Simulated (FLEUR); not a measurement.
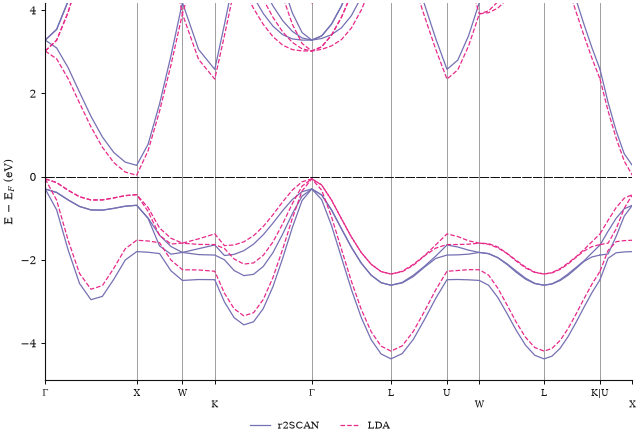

Band structures of rocksalt YN, space group Fm-3m, 2 atoms in the primitive cell (cubic a = 4.877 Å), by two methods on the same cell. Each is counted from its own Fermi level.

Q: How do the methods compare?

A: r2SCAN gives a gap of 0.57 eV along the path and LDA gives a gap of 0.09 eV along the path. Over the top 3 filled bands the two differ by 0.24 eV on average.

Settings. r2SCAN: all-electron, no spin polarisation, no spin-orbit coupling, 9×9×9 k mesh, Fermi-Dirac smearing of 0.05 eV (FLEUR MaX-R8.1 (later development tree)). LDA: all-electron, no spin polarisation, no spin-orbit coupling, 9×9×9 k mesh, Fermi-Dirac smearing of 0.05 eV (FLEUR MaX-R8.1 (later development tree)).

LDA, GGA and most meta-GGA functionals understate gaps. r2SCAN: the meta-GGA is that of a development version, with a GGA for the radial functions and cores and without core tails.
